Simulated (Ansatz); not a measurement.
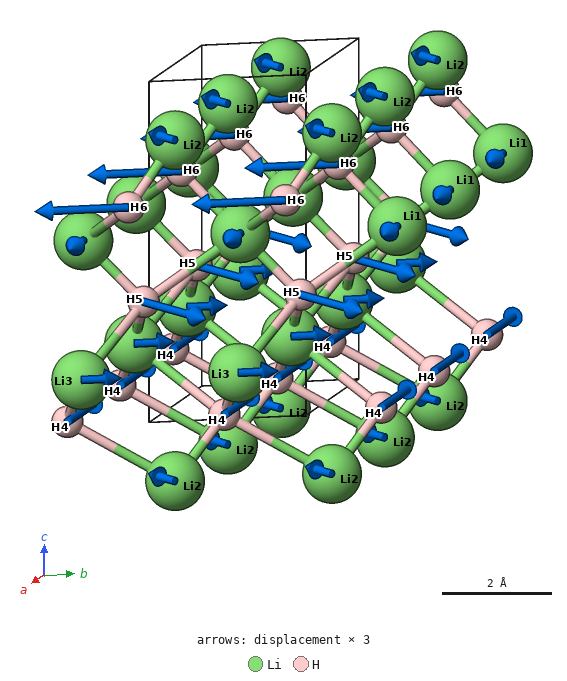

A relaxation of solid LiH (built on the HgS-154 type type). The starting structure is drawn; blue arrows show the displacements (the part carried along by the change of the cell is left out), 3 times their true length.

A ball-and-stick model of the cell of the calculation, repeated 3 × 2 × 1 with one cell outlined, seen slightly off an axis.

Level of theory: DFT, PBEsol, plane waves, PAW (Ansatz).

Input
```yaml
crystal:
  lattice:
    - [2.94437312, 0.0, 0.0]
    - [-1.47218656, 2.54990192, 0.0]
    - [0.0, 0.0, 6.47631379]
  atoms:
    - { symbol: Li, position: [0.24155, 0.0, 0.66666667] }
    - { symbol: Li, position: [0.75845, 0.75845, 0.0] }
    - { symbol: Li, position: [0.0, 0.24155, 0.33333333] }
    - { symbol: H, position: [0.543488, 0.0, 0.16666667] }
    - { symbol: H, position: [0.456512, 0.456512, 0.5] }
    - { symbol: H, position: [0.0, 0.543488, 0.83333333] }
kpoints:
  mp_grid: { grid: [9, 9, 4] }
hamiltonian:
  xc: pbesol
scf:
  occupations: { method: fermi_dirac, width: 0.03 }
relax:
  f_tol: 0.01
  cell: {}
  max_steps: 120
```

Run as
```bash
ansatz run input.yaml --threads 2 --pin off --max-ram 2211MiB --backend cpu --events-out ev --progress --plain --runs-dir out
```

Q: Which element moves most?

A: Hydrogen: up to 0.59 Å, against 0.26 Å for lithium.

Q: What did the optimiser do to the structure, and how much energy did it gain?

A: The largest moves relative to the cell, 0.59 Å, are those of H4, H5 and H6. H6 goes along −b. Largest moves by element: H 0.59 Å, Li 0.26 Å. Cell: a = b 2.944 → 2.814 Å (−4.4 %), c 6.476 → 6.893 Å (+6.4 %). Volume −2.8 %. Some distances before and after: Li1–H5 1.588 → 1.990 Å, Li1–Li2 2.486 → 2.814 Å, Li1–H5 (another image) 2.317 → 1.990 Å, Li1–H5 (another image) 2.267 → 1.990 Å. Bond angles that change, for instance: Li2–H4–Li3 103.0° → 90.0°, H4–Li2–H6 177.2° → 180.0°. The space group (tolerance 0.01 Å) goes from P3_221 (No. 154) to Fm-3m (No. 225). After 6 accepted moves (8 points after the start) the energy has fallen by 238 meV per atom. Largest force component: 1.4 eV/Å at the start, under 0.0001 eV/Å at the end. The pressure goes from 7.52 to 0.00 GPa. The SCF was repeated twice at an unchanged geometry on a basis and grid sized afresh for the cell, which shifted the energy by less than 0.05 meV per atom at most. Cost: 5.7 s on 2 threads of Intel(R) Xeon(R) Platinum 8488C (Sapphire Rapids), with other jobs on the host, peak memory 0.39 GiB.
